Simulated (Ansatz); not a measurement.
**Ge: single-point calculation**

Ge (C2/m, 2 atoms in the cell), computed with DFT PBE, scalar-relativistic, plane waves, PAW, no spin polarisation (Ansatz 0.2.0).

The structure derives from an entry of the Crystallography Open Database. It belongs to a series of runs on one base structure; here: a random strain and shift of atoms, as far as a chosen symmetry allows. Figures and captions count atoms from 1; the log counts them from 0 in places.

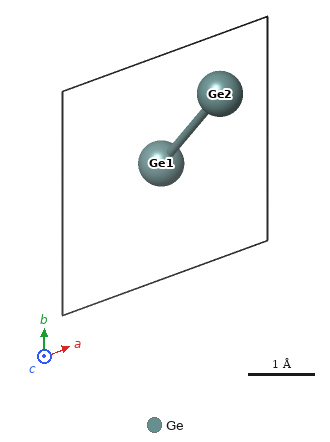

Figure 1. The structure (ball-and-stick view of the reduced cell, along the c axis; atoms are numbered from 1 in the order of the input). Near neighbours in the crystal (not all of them lie inside the picture): Ge has 2 Ge at 2.23 to 2.24 Å.

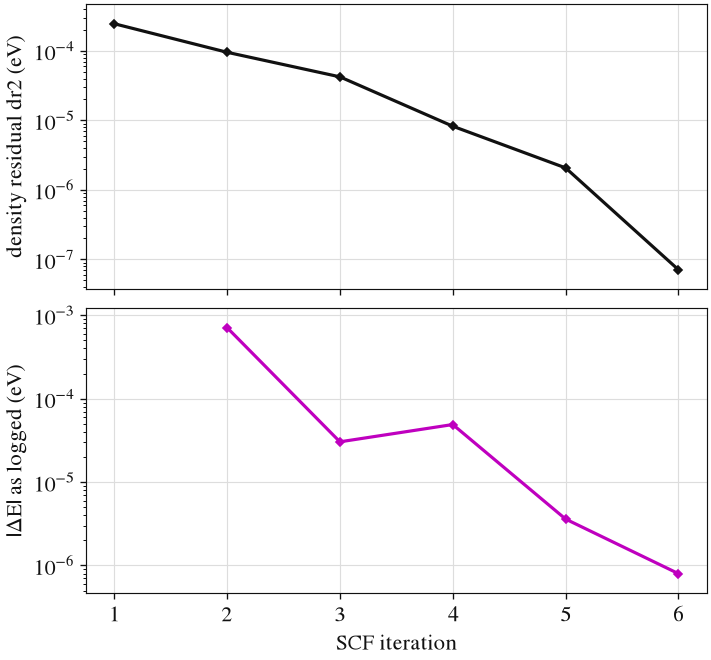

Figure 2. Convergence of the self-consistent field: density residual dr2 and size of the energy change against the SCF iteration. The residual falls at every step.

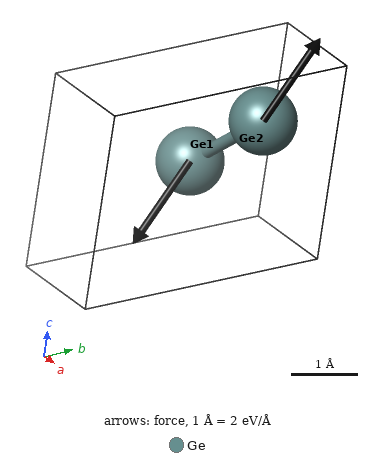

Figure 3. Forces on the atoms as black arrows (ball-and-stick view of the reduced cell, seen slightly off an axis; atoms are numbered from 1 in the order of the input). The largest act on Ge1, Ge2 (3.11 eV/Å). The geometry is not a stationary point of this energy.

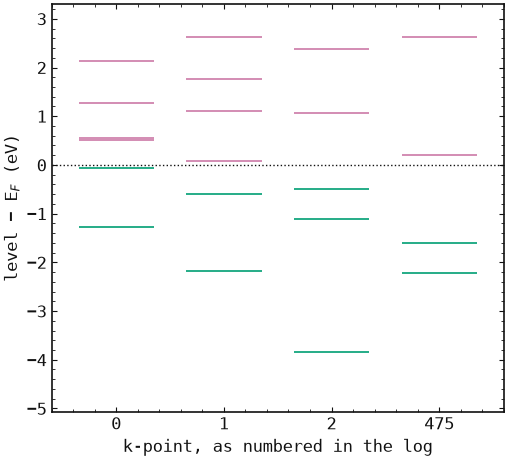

Figure 4. Kohn–Sham levels near the Fermi level (dotted) at the few k-points that the log prints; levels within 0.02 eV of each other stand side by side. The system is metallic on the full mesh.

The input and output of the run follow.

### Input
```yaml
crystal:
  lattice:
    - [-0.0563773861, 2.7621241788, 2.6969776057]
    - [2.7621241788, -0.0563773861, 2.6969776057]
    - [2.7053507649, 2.7053507649, 0.0003960278]
  atoms:
    - { symbol: Ge, position: [0.5176692936, 0.5176692936, 0.4829945016] }
    - { symbol: Ge, position: [0.7323307064, 0.7323307064, 0.7670054984] }
basis:
  ecutwfc: 420
kpoints:
  mp_grid: { grid: [12, 12, 12] }
hamiltonian:
  xc: pbe
scf:
  occupations: { method: gaussian, width: 0.1 }
output:
  forces: true
  stress: true
  eigenvalues: true
```

Launch command:
```bash
ansatz run input.yaml --threads 1 --pin off --max-ram 1331MiB --backend cpu --events-out ev --progress --plain --runs-dir out
```

### The program's output
```
Engine: ansatz 0.2.0, x86_64-unknown-linux-gnu
Pseudopotentials: kind: paw
Pseudopotential: Ge, paw, valence charge 14, recommended cutoff 420 eV (normal), Ge.paw.azcp
Functional definition: PBE
  parameter kappa = 0.804
  parameter beta = 0.06672455060314922
  exchange = pbe_x(kappa = kappa, mu = beta*pi^2/3)
  correlation = pbe_c(beta = beta)
Crystal: 2 atoms, lattice volume = 41.126 Å³
Basis set: ecut = 420 eV, 805 PW (Γ), exchange–correlation on 54×54×54 points (8 copies of the dense FFT grid, shifted against one another)
Bands: 18, of which v1, the nominal top of the filled ones, is band 14 counted from 1 (13 counted from 0)
Symmetry: 4 space group operations
Space group: C2/m (ITA 12), of the structure as read, at distance tolerance 3.5e-5 Å
k-points: 476 of 1728
Non-local potential: Ge, projectors of the file, l = 0: 2, l = 1: 2, l = 2: 3, l = 3: 1
PAW form: soft (Blöchl's): semilocal exchange-correlation on the pseudo side does not see the compensation charge
PAW one-centre angular grid: Ge, 590 points (default); XC on 64 Gauss nodes
Initial density: superposition of atomic densities (neutral atoms: chi_scale 0, normalization atom), corrected by the library's trained network
Initial wavefunctions: pseudopotential atomic-orbital guess
Functional: x = pbe(κ = 0.804, μ = 0.2195149727645171), c = pbe(β = 0.06672455060314922)
SCF iter   1: F=—  HF=-8589.354649 eV  |F-HF|=—  |Δ(HF+E_count)|=         —  Δρ=9.09e-4  dr2=2.46e-4  ethr=1.77e-3  ⟨swp⟩=5.7  Hψ=40799  notcnv=0
preconditioner: auto → Kerker (q_TF=auto, 2.559 Å⁻¹)  [metal: Δε(μ)=0.053 eV  Ē_g=23.948 eV  σ=0.100 eV  W_gap=0.29  n_scr=14 (ndim 8)  ℏωp=30.6 eV  f_vac=0.045  D(μ)=0.12/eV (n_scr^D=0)]
SCF iter   2: F=—  HF=-8589.353937 eV  |F-HF|=—  |Δ(HF+E_count)|=   7.12e-4  Δρ=8.52e-4  dr2=9.55e-5  ethr=8.80e-7  ⟨swp⟩=2.0  Hψ=18952  notcnv=0
SCF iter   3: F=—  HF=-8589.353906 eV  |F-HF|=—  |Δ(HF+E_count)|=   3.04e-5  Δρ=5.37e-4  dr2=4.23e-5  ethr=3.41e-7  ⟨swp⟩=2.0  Hψ=13327  notcnv=0
SCF iter   4: F=—  HF=-8589.353955 eV  |F-HF|=—  |Δ(HF+E_count)|=   4.90e-5  Δρ=1.57e-4  dr2=8.24e-6  ethr=1.51e-7  ⟨swp⟩=2.0  Hψ=15235  notcnv=0
SCF iter   5: F=—  HF=-8589.353959 eV  |F-HF|=—  |Δ(HF+E_count)|=   3.60e-6  Δρ=9.88e-5  dr2=2.07e-6  ethr=2.94e-8  ⟨swp⟩=2.0  Hψ=15231  notcnv=0
SCF iter   6: F=-8589.353958 eV  HF=-8589.353958 eV  |F-HF|=2.61e-8  |Δ(HF+E_count)|=   7.98e-7  Δρ=1.49e-5  dr2=7.08e-8  ethr=3.57e-10  ⟨swp⟩=3.1  Hψ=34733  notcnv=0
SCF 1 converged in 6 iterations: F = -8589.353958 eV  dr2 = 7.08e-8
  greatest PAW one-centre occupation: 0.998 electrons in one spin orbital (limit 2), on the Ge atom at site 1 (counted from 0), in its partial waves of l = 2
SCF converged after 6 iterations
Free energy (F): -8589.353958 eV
Harris-Foulkes:  -8589.353958 eV  (|F-HF|=2.61e-8)
Internal energy: -8589.353365 eV  (E = F + TS)
E sigma→0 (E₀):  -8589.353662 eV
Entropy (-TS):   -0.000593 eV (-0.296 meV/atom)
Fermi energy:    10.225060 eV
--- Per-component energies (eV) ---
  E_band       = -268.222600
  E_kinetic    = 226.585290
  E_local      = -4824.054426  (includes V_loc(G=0)·N_el)
  E_nonlocal   = 838.663205
  E_hartree    = 2124.516700
  E_xc         = -152.915419
  E_vxc        = -131.595759  (∫ρ·V_xc dr)
  E_paw        = -4040.277579  (= ΣΔE_a)
  E_vpaw       = -626.873496  (= ΣTr[D̂ρ^β])
  E_aug_tail   = 0.000613  (compensation charges beyond the density's cutoff)
  E_ewald      = -2761.871748
  E_smearing   = -0.000593  (= −TS)
  E_closure    = -0.000000  (closes the sum)
  Σ components = -8589.353958   (vs F -8589.353958, Δ=0.00e0)
--- Forces (eV/Å), atoms counted from 1 ---
  atom   1  Ge    -0.08562225    -0.08562225    -3.11247081
  atom   2  Ge     0.08562225     0.08562225     3.11247081
  max |Σ_I F_I| component: 1.39e-17 eV/Å
--- Stress (GPa, compression-positive) ---
       16.131736      15.189591       0.277311
       15.189591      16.131736       0.277311
        0.277311       0.277311      14.329775
  P = ⅓ Tr σ = 15.5311 GPa (155.311 kbar)
--- Band table (eV; the first three rows and the last of 476) ---
  k-point 0: bands = ["-15.2105", "-15.1850", "-15.1169", "-15.0901", "-15.0536", "-14.8646", "-14.8005", "-14.7893", "-14.7852", "-14.7714", "-3.7167", "8.9457", "10.1577", "10.7377", "10.7779", "11.5050", "12.3630", "13.5773"]
  k-point 1: bands = ["-15.2205", "-15.1887", "-15.1198", "-15.0778", "-15.0474", "-14.8682", "-14.8242", "-14.7853", "-14.7703", "-14.7625", "-3.6185", "8.0392", "9.6380", "10.3013", "11.3393", "11.9846", "12.8600", "13.7218"]
  k-point 2: bands = ["-15.2408", "-15.1987", "-15.1241", "-15.0523", "-15.0348", "-14.8756", "-14.8495", "-14.7782", "-14.7685", "-14.7352", "-3.3256", "6.3840", "9.1098", "9.7232", "11.2931", "12.6129", "13.8390", "14.6083"]
  k-point 475: bands = ["-15.2726", "-15.2561", "-15.1145", "-15.0347", "-15.0022", "-14.8827", "-14.8678", "-14.7755", "-14.7352", "-14.6881", "-0.9942", "1.1637", "8.0012", "8.6258", "10.4223", "12.8509", "14.7535", "17.1198"]
```

### Summary

| quantity | value |
| --- | --- |
| outcome | converged |
| space group (tolerance 0.01 Å) | C2/m (12) |
| electrons treated | 28 |
| free energy | −8589.3540 eV |
| Fermi energy | 10.225 eV |
| gap on the k-point mesh | none (metallic) |
| pressure | 15.53 GPa |
| largest force (length of the vector) | 3.115 eV/Å |
| hardware | 1 thread of an x86-64 CPU, shared host |
| wall time | 8.2 s |
| peak memory | 0.72 GiB |

### Notes

The cell is under a pressure of 15.5 GPa at this level, so it is not at its equilibrium volume.
